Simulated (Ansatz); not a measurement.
**Run report: CaF₂, phonon calculation**

- system: CaF₂ (Fm-3m, 3 atoms in the cell)
- method: DFT LDA, scalar-relativistic, plane waves, PAW, no spin polarisation (Ansatz 0.2.0)

The structure derives from an entry of the Crystallography Open Database. It belongs to a series of runs on one base structure; here: zone-centre phonons at 1 GPa. Figures and captions count atoms from 1; the log counts them from 0 in places.

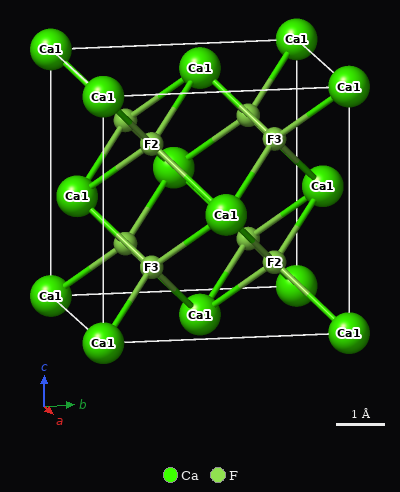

**Figure 1.** The structure as given in the input (ball-and-stick view of the cell 4 times as large as that of the calculation, set on its symmetry axes, seen slightly off an axis; atoms are numbered from 1 in the order of the input). Near neighbours in the crystal (not all of them lie inside the picture): Ca has 8 F at 2.30 Å; F has 4 Ca at 2.30 Å.

Key numbers

```csv
quantity,value
outcome,converged
space group (tolerance 0.01 Å),Fm-3m (225)
electrons treated,24
free energy,−3366.6548 eV
Fermi energy,3.756 eV
gap on the k-point mesh,7.44 eV
"ε∞ (xx, yy, zz)","2.38, 2.38, 2.38"
Born charges (mean of the diagonal),"Ca1 (2.38 e); F2, F3 (−1.19 e)"
hardware,"1 thread of Intel Xeon @ 2.50GHz (Skylake/Cascade Lake), 189 GiB of memory available, shared host"
wall time,61 s
peak memory,0.51 GiB
```

Input file
```yaml
crystal:
  lattice:
    - [0.0, 2.6544519952, 2.6544519952]
    - [2.6544519952, 0.0, 2.6544519952]
    - [2.6544519952, 2.6544519952, 0.0]
  atoms:
    - { symbol: Ca, position: [0.0, 0.0, 0.0] }
    - { symbol: F, position: [0.25, 0.25, 0.25] }
    - { symbol: F, position: [0.75, 0.75, 0.75] }
basis:
  ecutwfc: 420
kpoints:
  mp_grid: { grid: [8, 8, 8] }
hamiltonian:
  xc: lda
scf:
  occupations: { method: fixed }
output:
  eigenvalues: true
phonons:
  method: dfpt
  dielectric: true
  rigid_motions: translations
  eigenvectors: true
```

Launched with:
```bash
ansatz run input.yaml --threads 1 --pin off --max-ram 3072MiB --backend cpu --events-out ev --progress --plain --runs-dir out
```

Log
```
Engine: ansatz 0.2.0, x86_64-unknown-linux-gnu
Pseudopotentials: kind: paw
Pseudopotential: Ca, paw, valence charge 10, recommended cutoff 420 eV (normal), Ca.paw.azcp
Pseudopotential: F, paw, valence charge 7, recommended cutoff 420 eV (normal), F.paw.azcp
Functional definition: SPW92
  exchange = slater_x
  correlation = pw_c
Crystal: 3 atoms, lattice volume = 37.407 Å³
Basis set: ecut = 420 eV, 725 PW (Γ), exchange–correlation on 54×54×54 points (8 copies of the dense FFT grid, shifted against one another)
Bands: 16, of which v1, the nominal top of the filled ones, is band 12 counted from 1 (11 counted from 0)
Symmetry: 48 space group operations
k-points: 95 of 512 (irreducible under 4 space group operations, time reversal used)
Non-local potential: Ca, projectors of the file, l = 0: 3, l = 1: 2, l = 2: 2
Non-local potential: F, projectors of the file, l = 0: 2, l = 1: 2, l = 2: 1
PAW form: soft (Blöchl's): semilocal exchange-correlation on the pseudo side does not see the compensation charge
PAW frozen core: Ca, regenerated for the run's functional, and the local potential with it (the file was generated under x = pbe(κ = 0.804, μ = 0.2195149727645171), c = pbe(β = 0.06672455060314922))
PAW frozen core: F, regenerated for the run's functional, and the local potential with it (the file was generated under x = pbe(κ = 0.804, μ = 0.2195149727645171), c = pbe(β = 0.06672455060314922))
PAW one-centre angular grid: Ca, 110 points (default); XC on 64 Gauss nodes
PAW one-centre angular grid: F, 110 points (default); XC on 64 Gauss nodes
Initial density: superposition of atomic densities (neutral atoms: chi_scale 0, normalization atom), corrected by the library's trained network
Initial wavefunctions: pseudopotential atomic-orbital guess
Functional: x = slater, c = lda
SCF iter   1: F=—  HF=-3366.687125 eV  |F-HF|=—  |Δ(HF+E_count)|=         —  Δρ=1.96e-2  dr2=1.02e-1  ethr=1.77e-3  ⟨swp⟩=4.4  Hψ=7656  notcnv=0  defer=106
preconditioner: auto → none  [insulator: Δε(μ)=7.168 eV  Ē_g=18.436 eV  n_scr=14 (ndim 8)  ℏωp=28.5 eV  f_vac=0.099  ε∞_Penn≈3.4]
SCF iter   2: F=—  HF=-3366.660798 eV  |F-HF|=—  |Δ(HF+E_count)|=   2.63e-2  Δρ=1.01e-2  dr2=1.77e-2  ethr=4.24e-4  ⟨swp⟩=2.0  Hψ=3416  notcnv=0  defer=178
SCF iter   3: F=—  HF=-3366.655039 eV  |F-HF|=—  |Δ(HF+E_count)|=   5.76e-3  Δρ=2.04e-3  dr2=7.94e-4  ethr=7.39e-5  ⟨swp⟩=2.0  Hψ=2361  notcnv=0  defer=180
SCF iter   4: F=—  HF=-3366.654805 eV  |F-HF|=—  |Δ(HF+E_count)|=   2.34e-4  Δρ=4.85e-4  dr2=2.39e-5  ethr=3.31e-6  ⟨swp⟩=2.4  Hψ=2432  notcnv=0  defer=181
SCF iter   5: F=—  HF=-3366.654797 eV  |F-HF|=—  |Δ(HF+E_count)|=   8.49e-6  Δρ=3.12e-5  dr2=1.30e-7  ethr=9.96e-8  ⟨swp⟩=2.9  Hψ=2733  notcnv=0  defer=61
SCF iter   6: F=—  HF=-3366.654798 eV  |F-HF|=—  |Δ(HF+E_count)|=   6.97e-7  Δρ=2.58e-6  dr2=1.73e-9  ethr=5.41e-10  ⟨swp⟩=2.6  Hψ=2832  notcnv=0
SCF iter   7: F=-3366.654798 eV  HF=-3366.654798 eV  |F-HF|=1.73e-11  |Δ(HF+E_count)|=  1.90e-10  Δρ=2.64e-7  dr2=1.93e-11  ethr=1.00e-12  ⟨swp⟩=7.6  Hψ=9404  notcnv=0
SCF 1 converged in 7 iterations: F = -3366.654798 eV  dr2 = 1.93e-11
  greatest PAW one-centre occupation: 0.996 electrons in one spin orbital (limit 2), on the Ca atom at site 0 (counted from 0), in its partial waves of l = 0
```

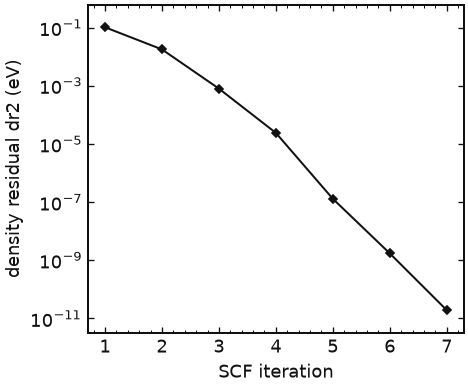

**Figure 2.** Convergence of the self-consistent field: density residual dr2 against the SCF iteration. The residual falls at every step.

```
DFPT response loops at Γ: preconditioner auto → none (the input reference at scf.mixing.eps_inf says where Resta's filter doesn't serve); β = 0.50; Broyden in place of MSR1
SCF converged after 7 iterations
Free energy (F): -3366.654798 eV
Harris-Foulkes:  -3366.654798 eV  (|F-HF|=1.73e-11)
Internal energy: -3366.654798 eV  (E = F + TS)
E sigma→0 (E₀):  -3366.654798 eV
Fermi energy:    3.756297 eV
--- Per-component energies (eV) ---
  E_band       = -171.367643
  E_kinetic    = 692.244709
  E_local      = -1717.654634  (includes V_loc(G=0)·N_el)
  E_nonlocal   = 218.491006
  E_hartree    = 605.564883
  E_xc         = -293.627144
  E_vxc        = -375.123767  (∫ρ·V_xc dr)
  E_paw        = -1191.693983  (= ΣΔE_a)
  E_vpaw       = -200.458717  (= ΣTr[D̂ρ^β])
  E_aug_tail   = 0.004106  (compensation charges beyond the density's cutoff)
  E_ewald      = -1680.493408
  E_core_change = 0.509669  (= ΣΔE_core)
  E_smearing   = -0.000000  (= −TS)
  E_closure    = -0.000000  (closes the sum)
  Σ components = -3366.654798   (vs F -3366.654798, Δ=0.00e0)
--- Band table (eV; the first three rows and the last of 95) ---
  k-point 0: bands = ["-31.3731", "-16.0040", "-15.0495", "-12.5567", "-12.5567", "-12.5567", "1.3088", "1.3088", "1.3088", "3.4838", "3.4838", "3.4838", "11.1978", "13.1141", "13.1141", "15.6387"]
  k-point 1: bands = ["-31.3646", "-16.0603", "-15.1020", "-12.5664", "-12.5664", "-12.4685", "1.3920", "1.3920", "1.4705", "3.2768", "3.4012", "3.4012", "11.6176", "13.1572", "13.1572", "15.4642"]
  k-point 2: bands = ["-31.3440", "-16.1597", "-15.2701", "-12.5894", "-12.5894", "-12.2440", "1.6069", "1.6069", "1.8498", "2.8462", "3.1954", "3.1954", "12.5388", "13.2566", "13.2566", "15.1794"]
  k-point 94: bands = ["-31.2954", "-16.0303", "-16.0303", "-12.7249", "-12.1204", "-12.1204", "1.2100", "1.3710", "2.6039", "2.6039", "3.4275", "3.6516", "12.2244", "13.8222", "14.1385", "14.1385"]
--- Phonons (Γ-DFPT): 2 representative perturbations + reference, on 95 of 512 k-points (Σ response iterations 6) ---
  k mesh reduced under 4 symmetry operations, with k and −k counted as one. Each operation leaves every solved perturbation unchanged. A smaller set is not considered because the run solves the response to a homogeneous field
  ASR residual: 1.526e-4 → 0.000e0 eV/Å²; symmetrization residual: 2.437e-6 eV/Å²
  ASR residual per site (eV/Å²): 6.82e-5 1.53e-4 1.53e-4
  Γ frequencies (cm⁻¹): 0.00 0.00 0.00 284.43 284.43 284.43 344.33 344.33 344.33
  ε∞ (high-frequency dielectric tensor):
        2.376406    -0.000000    -0.000000
        0.000000     2.376406     0.000000
       -0.000000    -0.000000     2.376406
  ε⁰ (static dielectric tensor: ions relaxed, cell fixed):
        7.111076     0.000000     0.000000
        0.000000     7.111076     0.000000
        0.000000     0.000000     7.111076
  ε⁰ − ε∞ (ionic part):
        4.734670     0.000000     0.000000
        0.000000     4.734670     0.000000
        0.000000     0.000000     4.734670
  softest optical mode at Γ: 284.43 cm⁻¹; the repairs (sum rule, projections) moved no ω² at Γ by more than (1.58 cm⁻¹)²
  Born effective charges Z* (e; rows j = field, columns β = displacement):
    site 0:
         2.38319   -0.00000    0.00000
         0.00000    2.38319   -0.00000
         0.00000    0.00000    2.38319
    site 1:
        -1.19159    0.00000   -0.00000
         0.00000   -1.19159    0.00000
         0.00000   -0.00000   -1.19159
    site 2:
        -1.19159    0.00000   -0.00000
         0.00000   -1.19159    0.00000
         0.00000   -0.00000   -1.19159
  Z* charge neutrality: 1.324e-5 e pre-enforcement
  k-mesh period / interband length: 30.0 Å / 0.87 Å = 34.55 at k = (0.0000, 0.0000, 0.0000), direct gap 7.714 eV — 14 or more, which is no proof of convergence
  optical modes at Γ without the LO–TO term, one row a degenerate level:
      ω (cm⁻¹)  modes    IR ((D/Å)²/amu)
        284.43      3            20.1538
        344.33      3             0.0000
  optical modes at Γ + LO–TO along q̂ = [1.0000, 0.0000, 0.0000]:
      ω (cm⁻¹)  modes    IR ((D/Å)²/amu)
        284.43      2            13.4359
        344.33      3             0.0000
        492.02      1             6.7179
  optical modes at Γ + LO–TO along q̂ = [0.0000, 1.0000, 0.0000]:
      ω (cm⁻¹)  modes    IR ((D/Å)²/amu)
        284.43      2            13.4359
        344.33      3             0.0000
        492.02      1             6.7179
  optical modes at Γ + LO–TO along q̂ = [0.0000, 0.0000, 1.0000]:
      ω (cm⁻¹)  modes    IR ((D/Å)²/amu)
        284.43      2            13.4359
        344.33      3             0.0000
        492.02      1             6.7179
```

File optical_modes.tsv
```
# format = ansatz-optical-modes/1
# cell_volume_ang3 = 3.740715013638547e1
# eps_inf = 2.3764061903723883e0 -6.162975822039155e-33 -1.0271626370065257e-32 4.108650548026103e-33 2.3764061903723883e0 0e0 -8.213288742001399e-33 -4.106644371000699e-33 2.3764061903723883e0
# One row of degenerate optical modes each, rigid motions of the cell and of its bodies left out; wavenumber_inv_cm is that of the modes' mean omega^2, negative where that is. nan stands for what is not given.
# A row whose q is 0 0 0 is without the LO-TO term; the others hold that term of the approach to the zone centre along q, a Cartesian unit vector.
# oscillator_strength: the sum of Re conj(p) p^T over the row's modes, p that of Z* e/sqrt(mass) over the atoms, about the cell's centre of mass, e the mode's unit eigenvector; ir_intensity: its trace, 23.0708 in its unit to 1 in that of the other. The rows at q 0 0 0 hold the undamped dielectric function at nu cm^-1, of a cell of V A^3: eps_inf + (4.92064e7/V) sum oscillator_strength/(nu_row |nu_row| - nu^2). That is of the vibrations: a cell of net charge Q e and mass M amu holds -(4.92064e7/V) Q^2/(M nu^2) besides, of its free fall, and where the turns of a body are left out the sum lacks their strength.
# q_x	q_y	q_z	wavenumber_inv_cm	degeneracy	ir_intensity[(D/angstrom)^2/amu]	oscillator_strength_xx[e^2/amu]	oscillator_strength_xy[e^2/amu]	oscillator_strength_xz[e^2/amu]	oscillator_strength_yy[e^2/amu]	oscillator_strength_yz[e^2/amu]	oscillator_strength_zz[e^2/amu]
0e0	0e0	0e0	2.8443024656233933e2	3	2.015382550959488e1	2.9118838390890406e-1	5.546677369379582e-18	5.546677369378994e-18	2.9118838390890406e-1	2.2719051728154504e-18	2.9118838390890417e-1
0e0	0e0	0e0	3.4433328520922066e2	3	3.176430117107676e-30	4.512323970257843e-32	2.903314198734907e-33	3.0023659912240853e-33	4.985488856118107e-32	4.057881284600522e-32	4.270385453793855e-32
1e0	0e0	0e0	2.844302465623393e2	2	1.3435883673063257e1	3.5322145506126843e-34	-7.17126155781712e-18	7.1712615578165e-18	2.9118838390890417e-1	2.5010137187544286e-17	2.9118838390890417e-1
1e0	0e0	0e0	3.4433328520922066e2	3	5.003705044045091e-30	5.343435774011548e-33	5.537671347157755e-33	-6.473975721245596e-33	8.984351692216914e-32	-9.846323449999841e-32	1.2169804285545687e-31
1e0	0e0	0e0	4.920203849392015e2	1	6.717941836531626e0	2.9118838390890406e-1	-5.556545310075863e-32	5.69419645865485e-32	1.0603168769460641e-62	-1.0865838877998491e-62	1.1135016058848348e-62
0e0	1e0	0e0	2.8443024656233933e2	2	1.3435883673063252e1	2.9118838390890406e-1	1.807150373907037e-31	-1.7257986043764816e-18	6.335977711437438e-34	1.3582941913577869e-17	2.9118838390890406e-1
0e0	1e0	0e0	3.4433328520922066e2	3	2.3402998249722153e-30	1.1304269344621153e-32	-1.392043680835733e-33	1.5013481294182923e-34	2.7758067149161155e-32	9.356651848031853e-33	6.237767898687899e-32
0e0	1e0	0e0	4.9202038493920156e2	1	6.717941836531624e0	2.8318263281342324e-34	-9.080720962567304e-18	2.2352335637320468e-33	2.9118838390890395e-1	-7.167647280046577e-17	1.764327506526889e-32
0e0	0e0	1e0	2.8443024656233933e2	2	1.3435883673063257e1	2.9118838390890406e-1	1.9033187687400235e-18	-1.8388184449666173e-31	2.911883839089043e-1	1.877147304229812e-19	1.2101039040347168e-37
0e0	0e0	1e0	3.4433328520922066e2	3	2.8325822545786072e-30	4.503975596547817e-32	-2.103046349946691e-33	9.726355686897151e-34	6.892733528050129e-32	-9.044763453097454e-33	8.810847156896658e-33
0e0	0e0	1e0	4.9202038493920156e2	1	6.717941836531626e0	1.2440820223872218e-35	-1.4941932226458314e-34	-1.903318768753821e-18	1.7945869696892316e-33	2.2859634281584313e-17	2.9118838390890406e-1
```

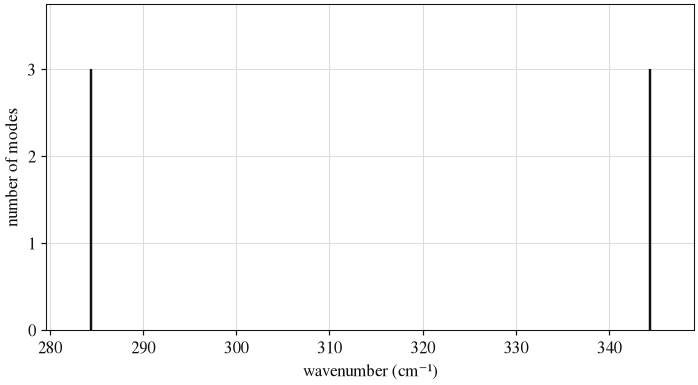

**Figure 3.** Optical phonons at the zone centre (no LO–TO term); neighbouring modes closer than 3 cm⁻¹ are counted in one stick. 6 modes from 284 to 344 cm⁻¹, none imaginary.
